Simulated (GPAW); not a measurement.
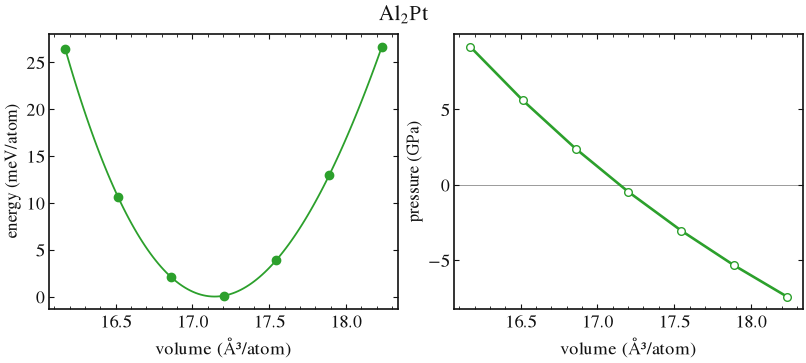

Computed with GPAW 26.7.0: PAW DFT in plane waves, on a grid or in atomic orbitals, no spin polarisation; energies at scaled volumes of the given cell, shape and fractions fixed, counted from the fit's minimum, third-order Birch-Murnaghan fit. Level: PBEsol.

| setting | value |
| --- | --- |
| k mesh | 8×8×8 |
| occupations | Fermi–Dirac |
| smearing width | 0.05 eV |
| potentials | PAW data sets made by gpaw setup for the functional |
| wave cutoff | 600 eV |
| program settings | basis pw |

Cell as given: a = 4.179 Å, b = 4.179 Å, c = 4.179 Å, α = 60.00°, β = 60.00°, γ = 60.00°; 3 atoms.

**Figure.** Energy and pressure against volume for Al₂Pt, space group Fm-3m (No. 225).

A third-order Birch–Murnaghan fit gives V0 = 17.14 Å³/atom, B0 = 138 GPa and B′ = 4.4. The energy is 26.45 meV/atom at volume 16.17 Å³/atom and 26.66 meV/atom at 18.23 Å³/atom; the lowest computed point is at volume 17.20 Å³/atom (0.08 meV/atom), in a single well. The pressure falls from 9.16 GPa at volume 16.17 Å³/atom to −7.42 GPa at 18.23 Å³/atom, and changes sign near 17.14 Å³/atom.

Caveats: spin-orbit coupling left out, heavy elements.
